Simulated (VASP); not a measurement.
## Geometry relaxation, with input and output: TaN (part 1 of 2)

System: TaN (Fm-3m, 2 atoms in the cell).
Method: Kohn-Sham DFT of a periodic cell, r2SCAN, VASP PAW PBE potentials, recommended, no spin polarisation (VASP 6.6.1).

The structure was built on a prototype by a generator; it need not be a known phase.

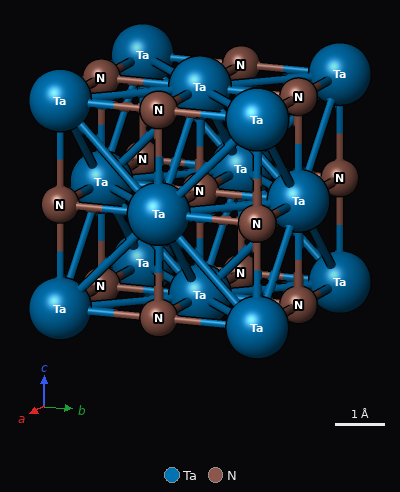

**Figure 1.** The structure as given in the input (ball-and-stick view of the cell 4 times as large as that of the calculation, set on its symmetry axes, seen slightly off an axis). Near neighbours in the crystal (not all of them lie inside the picture): Ta has 6 N at 2.20 Å and 12 Ta at 3.11 Å; N has 6 Ta at 2.20 Å.

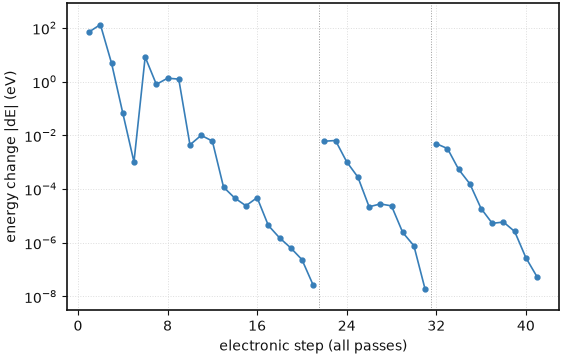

**Figure 2.** Convergence of the self-consistent field: energy change |dE| against the electronic step. Each stretch between dotted lines is the SCF of one geometry step of a relaxation. The 3 ionic steps take 10 to 21 electronic steps each. The density is held fixed in the first few steps, and dE rises again when its update begins.

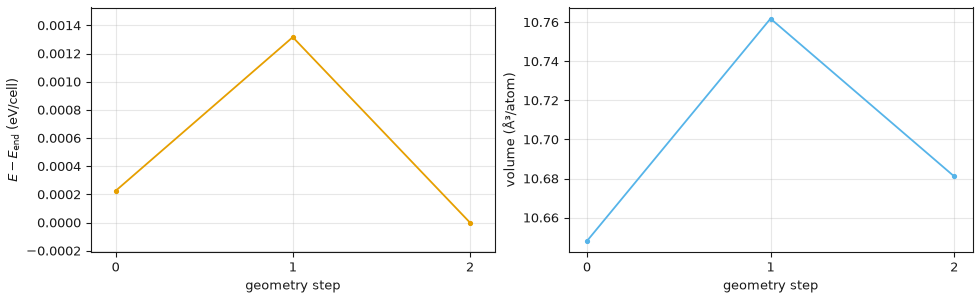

**Figure 3.** Progress of the relaxation, step by step (steps are counted from 0). Over 2 geometry steps the energy falls by 0.2 meV per cell of the calculation. All forces vanish by symmetry, so only the cell relaxes. The atoms keep their places relative to the cell (all moves are under 0.005 Å). The volume changes by +0.3 %, with a = b = c 4.400 → 4.405 Å (+0.1 %). The space group stays Fm-3m (No. 225).

The input that produced these results follows, with the program's output.

**INCAR**
```
ALGO     = Normal         # electronic algorithm
EDIFF    = 1E-7           # SCF threshold, eV
EDIFFG   = -0.005         # ionic threshold
ENCUT    = 600            # plane-wave cutoff, eV
IBRION   = 2              # ionic algorithm
ISIF     = 3              # what is computed and relaxed
ISMEAR   = 1              # smearing method
KPAR     = 4            
LASPH    = T              # aspherical terms in the spheres
LCHARG   = F              # write CHGCAR
LMIXTAU  = T            
LREAL    = F              # projectors in reciprocal space
LWAVE    = F              # write WAVECAR
METAGGA  = R2SCAN         # meta-GGA
NELM     = 60             # most SCF steps
NSW      = 40             # ionic steps
PREC     = Accurate       # precision mode
SIGMA    = 0.2            # smearing width, eV
```

**KPOINTS**
```
k-points
0
Gamma
  16 16 16
```

**POSCAR**
```
TaN
1.0
    0.0000000000      2.2000000000      2.2000000000
    2.2000000000      0.0000000000      2.2000000000
    2.2000000000      2.2000000000      0.0000000000
Ta N
1 1
Direct
    0.0000000000      0.0000000000      0.0000000000
    0.5000000000      0.5000000000      0.5000000000
```

Launch command:
```bash
cat potpaw_PBE.64/Ta_pv/POTCAR potpaw_PBE.64/N/POTCAR > POTCAR
mpirun -np 4 vasp_std > vasp.out
```

**OSZICAR**
```
N       E                     dE             d eps       ncg     rms          rms(c)
DAV:   1     0.708434884914E+02    0.70843E+02   -0.10130E+04  3480   0.160E+03
DAV:   2    -0.623132798773E+02   -0.13316E+03   -0.12754E+03  4032   0.386E+02
DAV:   3    -0.671136470233E+02   -0.48004E+01   -0.46598E+01  4516   0.713E+01
DAV:   4    -0.671813038122E+02   -0.67657E-01   -0.67402E-01  3864   0.778E+00
DAV:   5    -0.671823212896E+02   -0.10175E-02   -0.10172E-02  4576   0.759E-01    0.248E+01
DAV:   6    -0.589595800887E+02    0.82227E+01   -0.97520E+00  4172   0.355E+01    0.933E+00
DAV:   7    -0.597454638506E+02   -0.78588E+00   -0.51132E-01  3824   0.738E+00    0.619E+00
DAV:   8    -0.584077534042E+02    0.13377E+01   -0.67868E-01  4296   0.876E+00    0.165E+00
DAV:   9    -0.596444413122E+02   -0.12367E+01   -0.28014E-01  4008   0.598E+00    0.143E+00
DAV:  10    -0.596400411287E+02    0.44002E-02   -0.59522E-03  4016   0.697E-01    0.118E+00
DAV:  11    -0.596300793605E+02    0.99618E-02   -0.33165E-03  3992   0.551E-01    0.903E-01
DAV:  12    -0.596239853266E+02    0.60940E-02   -0.50095E-02  4140   0.176E+00    0.949E-02
DAV:  13    -0.596238679291E+02    0.11740E-03   -0.16986E-03  3540   0.446E-01    0.113E-01
DAV:  14    -0.596239138765E+02   -0.45947E-04   -0.22879E-04  4228   0.157E-01    0.853E-02
DAV:  15    -0.596238901222E+02    0.23754E-04   -0.23033E-04  3844   0.150E-01    0.600E-02
DAV:  16    -0.596239377305E+02   -0.47608E-04   -0.28205E-04  3992   0.156E-01    0.360E-02
DAV:  17    -0.596239333371E+02    0.43934E-05   -0.22842E-05  4116   0.487E-02    0.269E-02
DAV:  18    -0.596239348563E+02   -0.15192E-05   -0.55798E-06  4332   0.205E-02    0.101E-02
DAV:  19    -0.596239354965E+02   -0.64012E-06   -0.90959E-07  4124   0.965E-03    0.686E-03
DAV:  20    -0.596239352615E+02    0.23496E-06   -0.12639E-07  2188   0.424E-03    0.395E-03
DAV:  21    -0.596239352349E+02    0.26556E-07   -0.17184E-07  2744   0.432E-03
   1 F= -.59623935E+02 E0= -.59623201E+02  d E =-.596239E+02
       N       E                     dE             d eps       ncg     rms          rms(c)
DAV:   1    -0.596299495034E+02   -0.60142E-02   -0.26570E-01  3592   0.687E+00    0.981E-01
DAV:   2    -0.596235724987E+02    0.63770E-02   -0.11261E-02  3640   0.112E+00    0.391E-01
DAV:   3    -0.596225472109E+02    0.10253E-02   -0.40686E-03  3808   0.829E-01    0.762E-02
DAV:   4    -0.596228231580E+02   -0.27595E-03   -0.45172E-04  4352   0.229E-01    0.460E-02
DAV:   5    -0.596228448618E+02   -0.21704E-04   -0.20103E-04  4408   0.111E-01    0.308E-02
DAV:   6    -0.596228171428E+02    0.27719E-04   -0.47918E-05  4060   0.719E-02    0.837E-03
DAV:   7    -0.596228406587E+02   -0.23516E-04   -0.29597E-05  3744   0.645E-02    0.633E-03
DAV:   8    -0.596228430691E+02   -0.24104E-05   -0.31743E-06  3748   0.212E-02    0.599E-03
DAV:   9    -0.596228438369E+02   -0.76777E-06   -0.12205E-06  4040   0.908E-03    0.160E-03
DAV:  10    -0.596228438555E+02   -0.18593E-07   -0.18353E-07  2808   0.400E-03
   2 F= -.59622844E+02 E0= -.59622113E+02  d E =0.109138E-02
       N       E                     dE             d eps       ncg     rms          rms(c)
DAV:   1    -0.596277184714E+02   -0.48746E-02   -0.13241E-01  3576   0.482E+00    0.696E-01
DAV:   2    -0.596245171721E+02    0.32013E-02   -0.56168E-03  3632   0.802E-01    0.277E-01
DAV:   3    -0.596239834042E+02    0.53377E-03   -0.20306E-03  3800   0.588E-01    0.544E-02
DAV:   4    -0.596241384240E+02   -0.15502E-03   -0.22578E-04  4332   0.164E-01    0.335E-02
DAV:   5    -0.596241571485E+02   -0.18725E-04   -0.99750E-05  4416   0.789E-02    0.220E-02
DAV:   6    -0.596241518912E+02    0.52572E-05   -0.23635E-05  4064   0.504E-02    0.603E-03
DAV:   7    -0.596241577633E+02   -0.58721E-05   -0.14414E-05  3760   0.452E-02    0.449E-03
DAV:   8    -0.596241603772E+02   -0.26138E-05   -0.15503E-06  3756   0.150E-02    0.429E-03
DAV:   9    -0.596241601013E+02    0.27590E-06   -0.64485E-07  3772   0.666E-03    0.110E-03
DAV:  10    -0.596241600479E+02    0.53425E-07   -0.78794E-08  1748   0.284E-03
   3 F= -.59624160E+02 E0= -.59623427E+02  d E =-.224813E-03
```

**Parts of OUTCAR**
```
EDIFF = 1E-7
   EDIFFG = -0.005
   ENCUT = 600
   IBRION = 2
   ISIF = 3
   ISMEAR = 1
   LASPH = T
   LREAL = F
   METAGGA = R2SCAN
   NELM = 60
   NSW = 40
   PREC = Accurate

 ion  position               nearest neighbor table
   1  0.000  0.000  0.000-   2 2.20   2 2.20   2 2.20   2 2.20   2 2.20   2 2.20
   2  0.500  0.500  0.500-   1 2.20   1 2.20   1 2.20   1 2.20   1 2.20   1 2.20

  LATTYP: Found a face centered cubic cell.
 ALAT       =     4.4000000000

  Lattice vectors:

 A1 = (   0.0000000000,   2.2000000000,   2.2000000000)
 A2 = (   2.2000000000,   0.0000000000,   2.2000000000)
 A3 = (   2.2000000000,   2.2000000000,   0.0000000000)

Analysis of symmetry for initial positions (statically):
=====================================================================
 Subroutine PRICEL returns:
 Original cell was already a primitive cell.

 Routine SETGRP: Setting up the symmetry group for a
 face centered cubic supercell.

 Subroutine GETGRP returns: Found 48 space group operations
 (whereof 48 operations were pure point group operations)
 out of a pool of 48 trial point group operations.

The static configuration has the point symmetry O_h .

Analysis of symmetry for dynamics (positions and initial velocities):
=====================================================================
 Subroutine PRICEL returns:
 Original cell was already a primitive cell.

 Routine SETGRP: Setting up the symmetry group for a
 face centered cubic supercell.

 Subroutine GETGRP returns: Found 48 space group operations
 (whereof 48 operations were pure point group operations)
 out of a pool of 48 trial point group operations.

The dynamic configuration has the point symmetry O_h .

 Subroutine INISYM returns: Found 48 space group operations
 (whereof 48 operations are pure point group operations),
 and found     1 'primitive' translations

----------------------------------------------------------------------------------------

                                     Primitive cell

  volume of cell :      21.2960

  direct lattice vectors                    reciprocal lattice vectors
     0.000000000  2.200000000  2.200000000    -0.227272727  0.227272727  0.227272727
     2.200000000  0.000000000  2.200000000     0.227272727 -0.227272727  0.227272727
     2.200000000  2.200000000  0.000000000     0.227272727  0.227272727 -0.227272727

  length of vectors
     3.111269837  3.111269837  3.111269837     0.393647911  0.393647911  0.393647911

  position of ions in fractional coordinates (direct lattice)
     0.000000000  0.000000000  0.000000000
     0.500000000  0.500000000  0.500000000

  ion indices of the primitive-cell ions
   primitive index   ion index
                 1           1
                 2           2

----------------------------------------------------------------------------------------

 KPOINTS: k-points

Automatic generation of k-mesh.
 Grid dimensions read from file:
 generate k-points for:   16   16   16

 Generating k-lattice:

  Cartesian coordinates                     Fractional coordinates (reciprocal lattice)
    -0.014204545  0.014204545  0.014204545     0.062500000  0.000000000  0.000000000
     0.014204545 -0.014204545  0.014204545     0.000000000  0.062500000  0.000000000
     0.014204545  0.014204545 -0.014204545     0.000000000  0.000000000  0.062500000

  Length of vectors
     0.024602994  0.024602994  0.024602994

  Shift w.r.t. Gamma in fractional coordinates (k-lattice)
     0.000000000  0.000000000  0.000000000

 Subroutine IBZKPT returns following result:
 ===========================================

 Found    145 irreducible k-points:

 Following reciprocal coordinates:
            Coordinates               Weight
  0.000000  0.000000  0.000000      1.000000
  0.062500  0.000000  0.000000      8.000000
  0.125000  0.000000  0.000000      8.000000
  0.187500  0.000000  0.000000      8.000000
  0.250000  0.000000  0.000000      8.000000
  0.312500  0.000000  0.000000      8.000000
  0.375000  0.000000  0.000000      8.000000
  0.437500  0.000000  0.000000      8.000000
  0.500000  0.000000  0.000000      4.000000
  0.062500  0.062500  0.000000      6.000000
  0.125000  0.062500  0.000000     24.000000
  0.187500  0.062500  0.000000     24.000000
  0.250000  0.062500  0.000000     24.000000
  0.312500  0.062500  0.000000     24.000000
  0.375000  0.062500  0.000000     24.000000
  0.437500  0.062500  0.000000     24.000000
  0.500000  0.062500  0.000000     24.000000
 -0.437500  0.062500  0.000000     24.000000
 -0.375000  0.062500  0.000000     24.000000
 -0.312500  0.062500  0.000000     24.000000
 -0.250000  0.062500  0.000000     24.000000
 -0.187500  0.062500  0.000000     24.000000
 -0.125000  0.062500  0.000000     24.000000
 -0.062500  0.062500  0.000000     12.000000
 [... further k-points ...]
```
